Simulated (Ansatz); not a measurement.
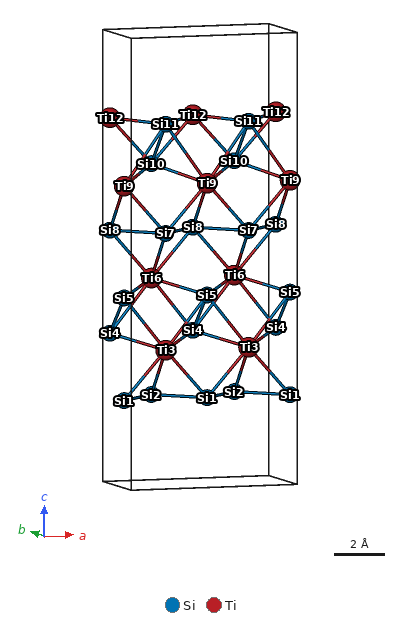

*The structure as given in the input (ball-and-stick view of the 2 × 1 repeat of the cell, with the vacuum cut short, seen slightly off an axis; atoms are numbered from 1 in the order of the input).*

Single-point calculation, with input and output: TiSi₂

TiSi₂ (slab, 12 atoms in the cell), computed with DFT, PBEsol, plane waves, PAW, no spin polarisation (Ansatz 0.2.0).

The structure derives from a Materials Project entry. Figures and captions count atoms from 1; the log counts them from 0 in places.

## Log
```
Engine: ansatz 0.2.0, x86_64-unknown-linux-gnu
Pseudopotentials: kind: paw
Pseudopotential: Si, paw, valence charge 4, recommended cutoff 420 eV (normal), Si.paw.azcp
Pseudopotential: Ti, paw, valence charge 12, recommended cutoff 420 eV (normal), Ti.paw.azcp
Functional definition: PBEsol
  exchange = pbesol_x
  correlation = pbesol_c
Crystal: 12 atoms, lattice volume = 354.936 Å³
Basis set: ecut = 420 eV, 6907 PW (Γ), exchange–correlation on 48×48×384 points (8 copies of the dense FFT grid, shifted against one another)
Bands: 52, of which v1, the nominal top of the filled ones, is band 40 counted from 1 (39 counted from 0)
Symmetry: 4 space group operations
Space group: Pmm2 (ITA 25), of the structure as read, at distance tolerance 7.1e-5 Å
k-points: 16 of 36
Non-local potential: Si, projectors of the file, l = 0: 2, l = 1: 2, l = 2: 2
Non-local potential: Ti, projectors of the file, l = 0: 3, l = 1: 2, l = 2: 3, l = 3: 1
PAW form: soft (Blöchl's): semilocal exchange-correlation on the pseudo side does not see the compensation charge
PAW frozen core: Si, regenerated for the run's functional, and the local potential with it (the file was generated under x = pbe(κ = 0.804, μ = 0.2195149727645171), c = pbe(β = 0.06672455060314922))
PAW frozen core: Ti, regenerated for the run's functional, and the local potential with it (the file was generated under x = pbe(κ = 0.804, μ = 0.2195149727645171), c = pbe(β = 0.06672455060314922))
PAW one-centre angular grid: Si, 110 points (default); XC on 64 Gauss nodes
PAW one-centre angular grid: Ti, 590 points (default); XC on 64 Gauss nodes
Initial density: superposition of atomic densities (neutral atoms: chi_scale 0, normalization atom), corrected by the library's trained network
Initial wavefunctions: pseudopotential atomic-orbital guess
Functional: x = pbesol(κ = 0.804, μ = 0.12345679012345678), c = pbesol(β = 0.046)
SCF iter   1: F=—  HF=-14872.212942 eV  |F-HF|=—  |Δ(HF+E_count)|=         —  Δρ=7.10e-3  dr2=3.74e0  ethr=1.77e-3  p=0.071 e·Å  D=3.62e-2 V/Å  ΔV_dip=-1.03 eV  dr2_dipole=1.67e0  V_vac-E_F(+/−)=3.80/4.82 eV  ⟨swp⟩=9.4  Hψ=4399  notcnv=0
efield: sawtooth ramp at fractional position 0.9775 (placed from the atoms, in the widest stretch of the axis that holds none; the zero of the levels goes with the place), width 0.0400; the density the first Hamiltonian is built on has a dipole p = 0.071 e·Å; the dipole correction subtracts the counter field D = 3.62e-2 V/Å, which shifts the + side's vacuum level by -1.03 eV against the − side's; the planar-averaged density in the ramp window peaks in size at 1.4e-5 e/Å³
SCF iter   2: F=—  HF=-15012.141333 eV  |F-HF|=—  |Δ(HF+E_count)|=    1.40e2  Δρ=2.28e-1  dr2=7.85e3  ethr=1.77e-3  p=-1.210 e·Å  D=-6.17e-1 V/Å  ΔV_dip=17.50 eV  dr2_dipole=4.66e3  V_vac-E_F(+/−)=17.26/-0.25 eV  ⟨swp⟩=19.2  Hψ=8007  notcnv=0  defer=92  κ⁻¹=1.0e0(r=1)
SCF iter   3: F=—  HF=-14878.185745 eV  |F-HF|=—  |Δ(HF+E_count)|=    1.34e2  Δρ=6.38e-2  dr2=2.18e2  ethr=1.77e-3  p=0.057 e·Å  D=2.93e-2 V/Å  ΔV_dip=-0.83 eV  dr2_dipole=1.91e0  V_vac-E_F(+/−)=5.78/6.61 eV  ⟨swp⟩=11.7  Hψ=5582  notcnv=0  defer=66  κ⁻¹=5.0e-3(r=2)
SCF iter   4: F=—  HF=-14872.402585 eV  |F-HF|=—  |Δ(HF+E_count)|=    5.78e0  Δρ=1.58e-2  dr2=1.25e1  ethr=1.77e-3  p=0.048 e·Å  D=2.44e-2 V/Å  ΔV_dip=-0.69 eV  dr2_dipole=8.84e0  V_vac-E_F(+/−)=4.16/4.85 eV  ⟨swp⟩=9.6  Hψ=2808  notcnv=0  defer=63  κ⁻¹=7.3e-5(r=3)
SCF iter   5: F=—  HF=-14872.192002 eV  |F-HF|=—  |Δ(HF+E_count)|=   2.11e-1  Δρ=6.35e-3  dr2=1.03e0  ethr=1.77e-3  p=0.099 e·Å  D=5.05e-2 V/Å  ΔV_dip=-1.43 eV  dr2_dipole=3.34e-1  V_vac-E_F(+/−)=3.83/5.26 eV  ⟨swp⟩=5.4  Hψ=1517  notcnv=0  defer=66  κ⁻¹=4.7e-6(r=4)
SCF iter   6: F=—  HF=-14872.159595 eV  |F-HF|=—  |Δ(HF+E_count)|=   3.24e-2  Δρ=2.42e-3  dr2=1.66e-1  ethr=1.29e-3  p=0.086 e·Å  D=4.38e-2 V/Å  ΔV_dip=-1.24 eV  dr2_dipole=1.09e-1  V_vac-E_F(+/−)=3.89/5.13 eV  ⟨swp⟩=3.8  Hψ=1092  notcnv=0  defer=58  κ⁻¹=1.6e-7(r=5)
SCF iter   7: F=—  HF=-14872.161595 eV  |F-HF|=—  |Δ(HF+E_count)|=   2.00e-3  Δρ=1.33e-3  dr2=3.29e-2  ethr=2.07e-4  p=0.093 e·Å  D=4.73e-2 V/Å  ΔV_dip=-1.34 eV  dr2_dipole=8.98e-3  V_vac-E_F(+/−)=3.81/5.15 eV  ⟨swp⟩=3.1  Hψ=1175  notcnv=0  defer=55  κ⁻¹=1.6e-7(r=6)
SCF iter   8: F=—  HF=-14872.161898 eV  |F-HF|=—  |Δ(HF+E_count)|=   3.04e-4  Δρ=1.05e-3  dr2=1.31e-2  ethr=4.12e-5  p=0.092 e·Å  D=4.69e-2 V/Å  ΔV_dip=-1.33 eV  dr2_dipole=4.94e-4  V_vac-E_F(+/−)=3.77/5.10 eV  ⟨swp⟩=2.1  Hψ=1026  notcnv=0  defer=55  κ⁻¹=1.5e-7(r=7)
SCF iter   9: F=—  HF=-14872.161077 eV  |F-HF|=—  |Δ(HF+E_count)|=   8.21e-4  Δρ=5.34e-4  dr2=5.77e-3  ethr=1.63e-5  p=0.098 e·Å  D=4.99e-2 V/Å  ΔV_dip=-1.42 eV  dr2_dipole=3.01e-3  V_vac-E_F(+/−)=3.74/5.16 eV  ⟨swp⟩=1.9  Hψ=969  notcnv=0  defer=53  κ⁻¹=3.8e-8(r=8)
SCF iter  10: F=—  HF=-14872.160933 eV  |F-HF|=—  |Δ(HF+E_count)|=   1.45e-4  Δρ=4.21e-4  dr2=9.11e-3  ethr=7.22e-6  p=0.098 e·Å  D=5.00e-2 V/Å  ΔV_dip=-1.42 eV  dr2_dipole=6.15e-3  V_vac-E_F(+/−)=3.74/5.16 eV  ⟨swp⟩=2.0  Hψ=922  notcnv=0  defer=53  κ⁻¹=2.0e-8(r=8)
SCF iter  11: F=—  HF=-14872.160818 eV  |F-HF|=—  |Δ(HF+E_count)|=   1.14e-4  Δρ=9.59e-5  dr2=1.87e-4  ethr=7.22e-6  p=0.096 e·Å  D=4.91e-2 V/Å  ΔV_dip=-1.39 eV  dr2_dipole=5.35e-5  V_vac-E_F(+/−)=3.76/5.15 eV  ⟨swp⟩=1.0  Hψ=779  notcnv=0  defer=53  κ⁻¹=2.2e-7(r=8)
SCF iter  12: F=—  HF=-14872.160862 eV  |F-HF|=—  |Δ(HF+E_count)|=   4.41e-5  Δρ=9.45e-5  dr2=1.61e-4  ethr=2.33e-7  p=0.097 e·Å  D=4.93e-2 V/Å  ΔV_dip=-1.40 eV  dr2_dipole=3.19e-5  V_vac-E_F(+/−)=3.75/5.15 eV  ⟨swp⟩=2.8  Hψ=1153  notcnv=0  defer=53  κ⁻¹=3.3e-6(r=8)
SCF iter  13: F=—  HF=-14872.160865 eV  |F-HF|=—  |Δ(HF+E_count)|=   2.09e-6  Δρ=8.52e-5  dr2=3.34e-4  ethr=2.01e-7  p=0.097 e·Å  D=4.94e-2 V/Å  ΔV_dip=-1.40 eV  dr2_dipole=2.29e-5  V_vac-E_F(+/−)=3.76/5.16 eV  ⟨swp⟩=2.0  Hψ=945  notcnv=0  defer=53  κ⁻¹=7.6e-5(r=8)
SCF iter  14: F=—  HF=-14872.160850 eV  |F-HF|=—  |Δ(HF+E_count)|=   1.49e-5  Δρ=5.01e-5  dr2=3.05e-5  ethr=2.01e-7  p=0.097 e·Å  D=4.93e-2 V/Å  ΔV_dip=-1.40 eV  dr2_dipole=1.27e-5  V_vac-E_F(+/−)=3.75/5.15 eV  ⟨swp⟩=1.6  Hψ=809  notcnv=0  defer=53  κ⁻¹=3.2e-6(r=8)
SCF iter  15: F=—  HF=-14872.160986 eV  |F-HF|=—  |Δ(HF+E_count)|=   1.37e-4  Δρ=1.30e-5  dr2=5.34e-6  ethr=3.81e-8  p=0.097 e·Å  D=4.93e-2 V/Å  ΔV_dip=-1.40 eV  dr2_dipole=2.30e-6  V_vac-E_F(+/−)=3.75/5.16 eV  ⟨swp⟩=2.1  Hψ=992  notcnv=0  defer=53  κ⁻¹=1.3e-5(r=8)
SCF iter  16: F=—  HF=-14872.160987 eV  |F-HF|=—  |Δ(HF+E_count)|=   3.85e-7  Δρ=9.11e-6  dr2=9.82e-7  ethr=6.68e-9  p=0.097 e·Å  D=4.94e-2 V/Å  ΔV_dip=-1.40 eV  dr2_dipole=1.75e-8  V_vac-E_F(+/−)=3.75/5.16 eV  ⟨swp⟩=2.1  Hψ=1094  notcnv=0  defer=53  κ⁻¹=1.1e-5(r=8)
SCF iter  17: F=—  HF=-14872.160987 eV  |F-HF|=—  |Δ(HF+E_count)|=   4.62e-8  Δρ=4.14e-6  dr2=1.38e-7  ethr=1.23e-9  p=0.097 e·Å  D=4.94e-2 V/Å  ΔV_dip=-1.40 eV  dr2_dipole=2.00e-8  V_vac-E_F(+/−)=3.75/5.16 eV  ⟨swp⟩=2.1  Hψ=1033  notcnv=0  defer=53  κ⁻¹=1.7e-6(r=8)
SCF iter  18: F=-14872.160986 eV  HF=-14872.160986 eV  |F-HF|=6.82e-8  |Δ(HF+E_count)|=   1.19e-8  Δρ=2.12e-6  dr2=5.84e-8  ethr=1.25e-10  p=0.097 e·Å  D=4.94e-2 V/Å  ΔV_dip=-1.40 eV  dr2_dipole=2.14e-8  V_vac-E_F(+/−)=3.75/5.16 eV  ⟨swp⟩=28.4  Hψ=6563  notcnv=0
SCF 1 converged in 18 iterations: F = -14872.160986 eV  dr2 = 5.84e-8
  greatest PAW one-centre occupation: 0.999 electrons in one spin orbital (limit 2), on the Ti atom at site 2 (counted from 0), in its partial waves of l = 0
```

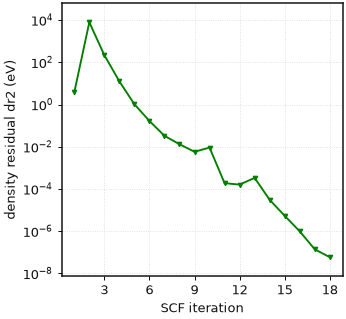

*Convergence of the self-consistent field: density residual dr2 against the SCF iteration.*

The residual falls unevenly and jumps up by a factor of two or more 2 times on the way down.

```
SCF converged after 18 iterations
Stability not checked: this state was not tested for a lower state beside it, because the mixer in use, unlike msr1, does not test its closes by its own steps (another_mixer; see scf.mixing.algorithm and scf.lower_state_search)
Free energy (F): -14872.160986 eV
Harris-Foulkes:  -14872.160986 eV  (|F-HF|=6.82e-8)
Internal energy: -14872.116655 eV  (E = F + TS)
E sigma→0 (E₀):  -14872.138821 eV
Entropy (-TS):   -0.044332 eV (-3.694 meV/atom)
Fermi energy:    3.740639 eV
Dipole field:    D = 0.049208 V/Å  (p = 0.096522 e·Å, saw-weighted, corrected)
Work function:   Φ+ = 3.7568 eV   Φ− = 5.1534 eV
Levels:          The Fermi level and band energies are counted from a zero that moves with the ramp; work functions are not
--- Per-component energies (eV) ---
  E_band       = -1151.938056
  E_kinetic    = 1435.220165
  E_local      = -67513.152703  (includes V_loc(G=0)·N_el)
  E_nonlocal   = 244.775618
  E_hartree    = 33132.096091
  E_xc         = -836.872216
  E_vxc        = -877.196492  (∫ρ·V_xc dr)
  E_paw        = -8082.639204  (= ΣΔE_a)
  E_vpaw       = -704.228293  (= ΣTr[D̂ρ^β])
  E_aug_tail   = 0.000531  (compensation charges beyond the density's cutoff)
  E_efield     = 0.002375  (sawtooth field / dipole correction)
  E_vefield    = -1.533137  (∫n·V_field dr)
  E_ewald      = 26747.642665
  E_core_change = 0.810023  (= ΣΔE_core)
  E_smearing   = -0.044332  (= −TS)
  E_closure    = -0.000000  (closes the sum)
  Σ components = -14872.160986   (vs F -14872.160986, Δ=0.00e0)
--- Forces (eV/Å), atoms counted from 1 ---
  atom   1  Si    -0.00000000     0.00000000    -0.36979345
  atom   2  Si    -0.00000000     0.00000000    -0.24031860
  atom   3  Ti     0.00000000     0.00000000     0.94384881
  atom   4  Si    -0.00000000     0.00000000    -0.45946033
  atom   5  Si     0.00000000     0.00000000     0.07498977
  atom   6  Ti     0.00000000     0.00000000     0.02573922
  atom   7  Si     0.00000000     0.00000000     0.02659897
  atom   8  Si     0.00000000     0.00000000     0.02184027
  atom   9  Ti     0.00000000     0.00000000     0.01189303
  atom  10  Si     0.00000000     0.00000000     0.01142133
  atom  11  Si     0.00000000     0.00000000     0.00160300
  atom  12  Ti    -0.00000000     0.00000000    -0.04827278
  max |Σ_I F_I| component: 8.92e-5 eV/Å
--- Band table (eV; the first three rows and the last of 16) ---
  k-point 0: bands = ["-52.6804", "-52.6543", "-52.5923", "-52.5810", "-29.2596", "-29.1006", "-29.0859", "-29.0740", "-29.0654", "-29.0086", "-29.0064", "-29.0017", "-28.9995", "-28.9989", "-28.9603", "-28.9422", "-8.9791", "-8.3324", "-7.4038", "-6.9248", "-4.1211", "-3.0773", "-0.7159", "0.5949", "0.8055", "0.8507", "1.0302", "1.0502", "1.3588", "1.6008", "1.6487", "1.6852", "2.0404", "2.0659", "2.0849", "2.2151", "2.3204", "2.7705", "3.7428", "4.2923", "4.3330", "4.6724", "4.7559", "4.7717", "4.8333", "4.9199", "5.1401", "5.3744", "5.5875", "5.8771", "5.9354", "6.1247"]
  k-point 1: bands = ["-52.6793", "-52.6531", "-52.5914", "-52.5802", "-29.2585", "-29.1091", "-29.0925", "-29.0792", "-29.0722", "-29.0314", "-29.0163", "-29.0051", "-28.9997", "-28.9974", "-28.9545", "-28.9413", "-8.6520", "-8.0115", "-7.0882", "-6.6310", "-3.8516", "-2.8832", "-1.4852", "-1.0421", "-0.4752", "-0.3259", "0.2516", "1.0832", "1.2381", "1.5647", "1.7998", "1.8523", "2.0370", "2.1894", "2.2098", "2.6292", "2.9356", "3.4450", "3.4841", "3.6936", "4.0442", "4.4754", "4.7026", "4.8782", "5.0391", "5.1433", "5.1513", "5.2537", "5.7284", "5.9201", "6.1896", "6.2828"]
  k-point 2: bands = ["-52.6769", "-52.6509", "-52.5897", "-52.5787", "-29.2585", "-29.1436", "-29.1016", "-29.0937", "-29.0733", "-29.0687", "-29.0330", "-29.0048", "-29.0025", "-28.9957", "-28.9494", "-28.9395", "-7.6931", "-7.0688", "-6.1704", "-5.7641", "-4.2287", "-3.6058", "-3.0377", "-2.7122", "-2.1033", "-1.1620", "0.4008", "0.5019", "1.2929", "1.6203", "1.7430", "1.7519", "2.0146", "2.2380", "2.2504", "2.3700", "2.7184", "3.2995", "3.5385", "4.2672", "4.2735", "4.5180", "4.7208", "4.7764", "5.1305", "5.1517", "5.3380", "5.4056", "5.6302", "5.8648", "5.9056", "6.5971"]
  k-point 15: bands = ["-52.6715", "-52.6454", "-52.5845", "-52.5737", "-29.2507", "-29.1483", "-29.1406", "-29.0924", "-29.0892", "-29.0891", "-29.0750", "-29.0669", "-29.0193", "-29.0082", "-29.0069", "-28.9407", "-4.8423", "-4.7789", "-4.3260", "-4.1026", "-3.6594", "-3.6432", "-2.9363", "-2.9352", "-2.3796", "-2.2403", "-1.8121", "-1.7506", "0.0491", "0.0960", "0.1178", "0.4175", "0.8133", "0.9172", "0.9210", "0.9914", "1.6408", "1.6436", "3.0996", "3.1516", "3.4512", "3.5972", "5.3771", "5.6801", "5.7199", "5.7712", "5.7933", "5.8379", "5.9481", "5.9515", "6.6546", "6.7113"]
```

This output came from the following input.

## The input
```yaml
crystal:
  lattice:
    - [3.5170495999, 0.0, 0.0]
    - [0.0, 3.5556151813, 0.0]
    - [0.0, 0.0, 28.3828910987]
  atoms:
    - { symbol: Si, position: [0.0, 0.25, 0.2994761869] }
    - { symbol: Si, position: [0.5, 0.75, 0.2997397358] }
    - { symbol: Ti, position: [0.5, 0.25, 0.3689841543] }
    - { symbol: Si, position: [0.0, 0.75, 0.3889698838] }
    - { symbol: Si, position: [0.0, 0.25, 0.4453920613] }
    - { symbol: Ti, position: [0.5, 0.75, 0.4653777908] }
    - { symbol: Si, position: [0.5, 0.25, 0.5350884236] }
    - { symbol: Si, position: [0.0, 0.75, 0.535601664] }
    - { symbol: Ti, position: [0.0, 0.25, 0.6043826455] }
    - { symbol: Si, position: [0.5, 0.75, 0.6281471283] }
    - { symbol: Si, position: [0.5, 0.25, 0.6903720786] }
    - { symbol: Ti, position: [0.0, 0.75, 0.6955687136] }
basis:
  ecutwfc: 420
kpoints:
  mp_grid: { grid: [6, 6, 1] }
hamiltonian:
  xc: pbesol
scf:
  occupations: { method: gaussian, width: 0.1 }
  mixing: { preconditioner: none }
output:
  forces: true
  eigenvalues: true
efield:
  axis: 3
  dipole_correction: true
  ramp_width: 0.04
```

Run as:
```bash
ansatz run input.yaml --threads 1 --pin off --max-ram 2560MiB --backend cpu --events-out ev --progress --plain --runs-dir out
```

## Results in brief

```json
{"quantity": "outcome", "value": "converged"}
{"quantity": "electrons treated", "value": "80"}
{"quantity": "free energy", "value": "−14872.1610 eV"}
{"quantity": "Fermi energy", "value": "3.741 eV"}
{"quantity": "gap on the k-point mesh", "value": "none (metallic)"}
{"quantity": "largest force (length of the vector)", "value": "0.944 eV/Å"}
{"quantity": "hardware", "value": "1 thread of Intel Xeon (Sapphire Rapids), 32 GiB of memory available, shared host"}
{"quantity": "wall time", "value": "41 s"}
{"quantity": "peak memory", "value": "0.6 GiB"}
```

## Remarks

Settings chosen away from the usual ones: kpoints.mp_grid.grid set to [6, 6, 1] (from [8, 8, 1]); scf.mixing.preconditioner set to none. These settings are looser than, or depart from, a standard set-up, so the numbers are not reference values for this system.
